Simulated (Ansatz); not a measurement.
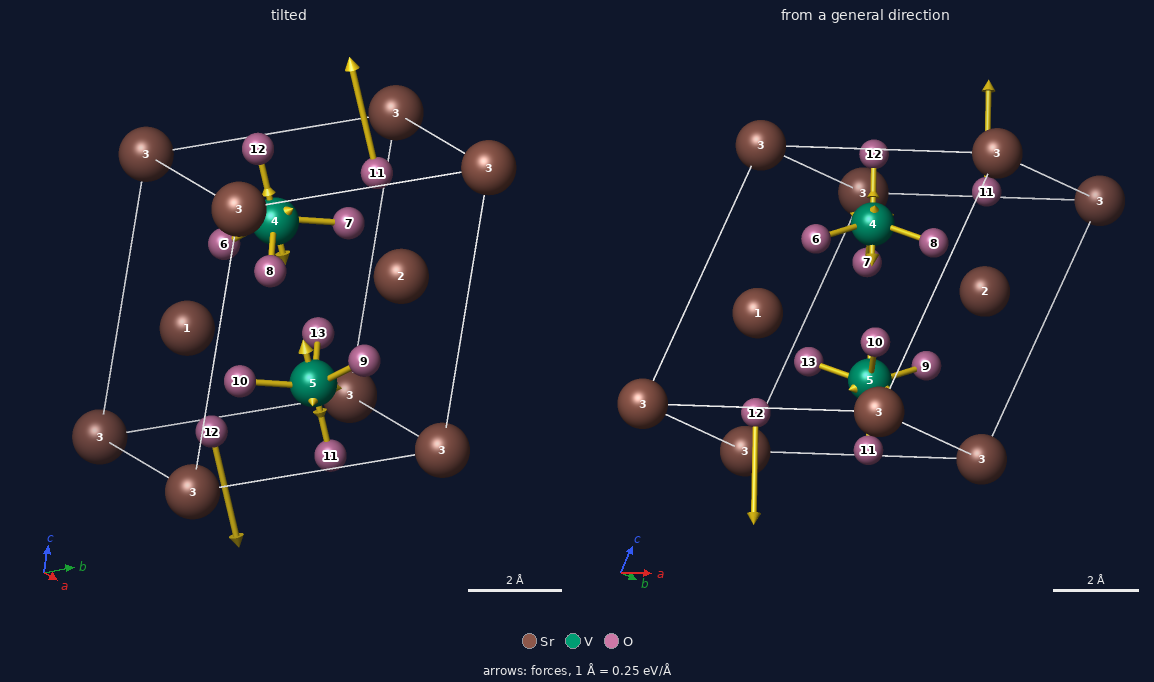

The figure gives a spheres-only picture of the atoms, viewed slightly off an axis and from a general direction. Atoms at the boundary of the cell (the run's own, in a reduced setting) (the box) are drawn once for each face, edge or corner they touch. The arrows are the computed forces on the atoms.

System: Sr3V2O8. Calculation details: DFT, PBE0, plane waves, PAW in Ansatz 0.2.0; an energy cutoff of 420 eV, k-points about 0.33 Å⁻¹ apart, no spin polarisation.

Q: Has this structure been optimised to equilibrium?

A: No. The atoms still feel forces of up to about 0.6 eV/Å, far above a usual threshold of 0.01 to 0.03 eV/Å.

The model was built from a structure listed in the Materials Project. Earlier steps of the study may have refined or changed the cell and positions. A calculation with Ansatz used it as input.
